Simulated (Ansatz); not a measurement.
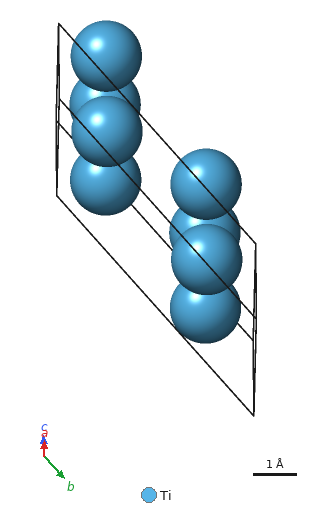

Starting structure of solid Ti (set up in C2/m). A spheres-only model of the cell of the calculation, repeated 1 × 1 × 2 with one cell outlined, seen from a free direction.

Case: film's bulk on the substrate's plane, third vector and atoms relaxed.

Computed with Ansatz 0.2.0, DFT r2SCAN, scalar-relativistic, plane waves, PAW.

Input
```yaml
crystal:
  lattice:
    - [5.6661215996, 0.0, 0.0]
    - [-2.8330607998, 6.3349165327, 0.0]
    - [-1.4165303999, -1.7295075195, 1.8390039321]
  atoms:
    - { symbol: Ti, position: [0.5833333333, 0.25, 0.8333333333] }
    - { symbol: Ti, position: [0.0833333333, 0.25, 0.8333333333] }
    - { symbol: Ti, position: [0.9166666667, 0.75, 0.1666666667] }
    - { symbol: Ti, position: [0.4166666667, 0.75, 0.1666666667] }
basis:
  ecutwfc: 500
kpoints:
  mp_grid: { grid: [7, 6, 18] }
hamiltonian:
  xc: r2scan
scf:
  occupations: { method: gaussian, width: 0.1 }
output:
  forces: true
  stress: true
  eigenvalues: true
relax:
  adjacent_minimum: "off"
  f_tol: 0.01
  max_steps: 50
  cell: { fix: [a, b, gamma], stress_tol: 0.1 }
```

Launched with:
```bash
ansatz run input.yaml --threads 8 --pin off --max-ram 20480MiB --backend cpu --events-out ev --progress --plain --runs-dir out
```

Where does the relaxation end?

Answer. The largest moves relative to the cell, 0.006 Å, are those of Ti1, Ti2, Ti3 and Ti4. Ti2 goes roughly along [0 1 −3]. The drawn cell changes as follows: a unchanged at 5.666 Å, b unchanged at 6.940 Å, c 2.895 → 2.892 Å (−0.1 %), α 110.2° → 110.5°; the volume changes by −0.8 %. Some distances before and after: Ti1–Ti3 3.078 → 3.047 Å, Ti1–Ti3 (another image) 2.960 → 2.942 Å, Ti1–Ti3 (another image) 2.662 → 2.650 Å, Ti1–Ti4 2.751 → 2.744 Å. The space group stays C2/m (No. 12). After 3 accepted moves (4 points after the start) the energy has fallen by 0.9 meV per atom. Largest force component: 0.023 eV/Å at the start, 0.009 eV/Å at the end. Pressure: 5.49 GPa at the start and 6.61 GPa at the end. The SCF was repeated once at an unchanged geometry on a basis and grid sized afresh for the cell, which shifted the energy by 0.1 meV per atom at most. Cost: 38 s on 8 threads of Intel(R) Xeon(R) 6975P-C (Granite Rapids) (shared host), peak memory 1.4 GiB.

History of the run:

```
step  E − E(0), meV/atom  largest force component, eV/Å  pressure, GPa  volume, Å³/atom                      note
   0                0.00                         0.0234           5.49           16.502                          
   1               -0.50                         0.0100           7.60           16.255                          
   2               -0.90                         0.0122           6.63           16.366                          
   3               -0.92                         0.0090           6.61           16.368                          
   4               -0.85                         0.0090           6.61           16.368  same geometry, new basis
```

The end point in the same view:

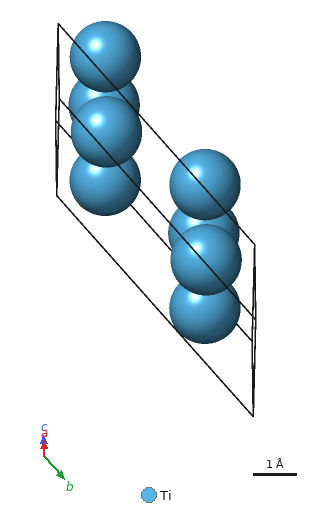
